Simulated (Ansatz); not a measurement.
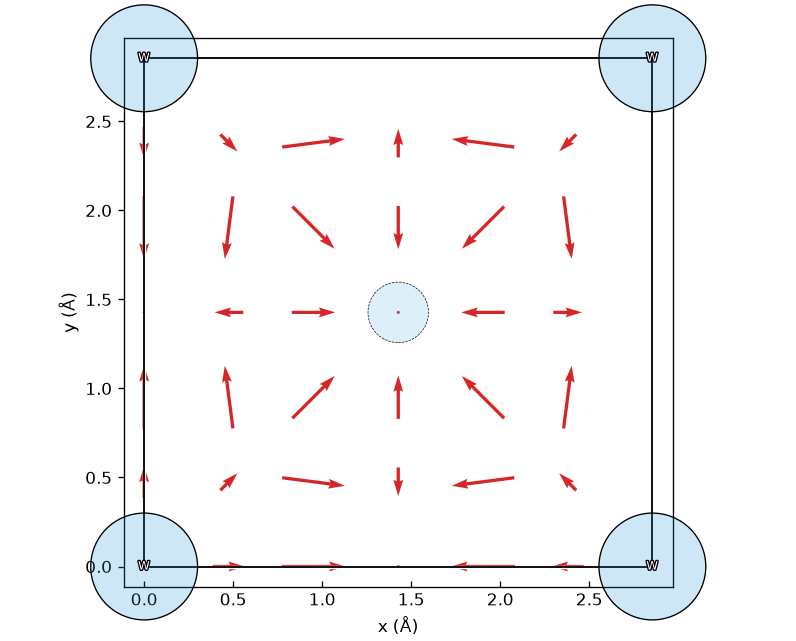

S on a W(100) slab cut from the Fm-3m phase, its upper half relaxed before the scan (3 atoms of substrate and one adsorbate in a 1 × 1 cell). 
- S is moved over the surface cell; relaxed at each place: the height of the adsorbate's atoms; substrate rigid; the origin of the map has the adsorbate above W3.
- Places are given modulo a cell vector. The map is drawn in real space over the plane of the surface.
- The grid has 6 × 6 points; 10 points were computed and 26 follow by symmetry.
- With one adsorbate in each 1 × 1 cell, its nearest image is 2.9 Å away, so neighbouring adsorbates interact.
- Computed with DFT PBE, scalar-relativistic, plane waves, PAW in Ansatz 0.2.0. Settings: cutoff 420 eV, k-mesh 9×9×1, gaussian smearing 0.1 eV, no spin polarisation.

In the figure: arrows along the force (downhill), their lengths compressed, labelled circles for the atoms of the top layer and small ones for the second layer, the outline of one cell of the plane.

### The arrows alone are given. Where are the wells?

The arrows converge at a fourfold hollow over a second-layer W atom, (3/6, 3/6) of the cell vectors; a bridge site between two W atoms, (0/6, 3/6) of the cell vectors (0.32 eV up); a bridge site between two W atoms, (3/6, 0/6) of the cell vectors (0.32 eV up) (read from the interpolated surface).

The energy map of the same scan:

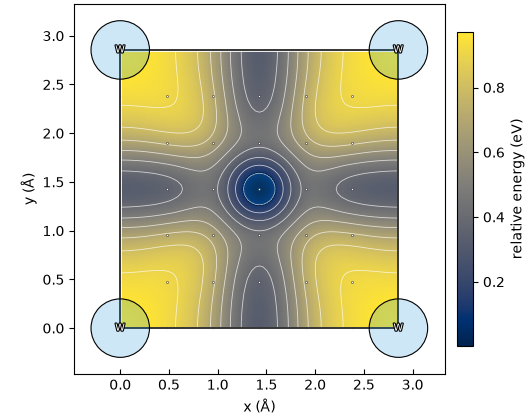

Energies are in eV, from the lowest grid point; between grid points the surface is interpolated.

PAW datasets: the set soft_1.
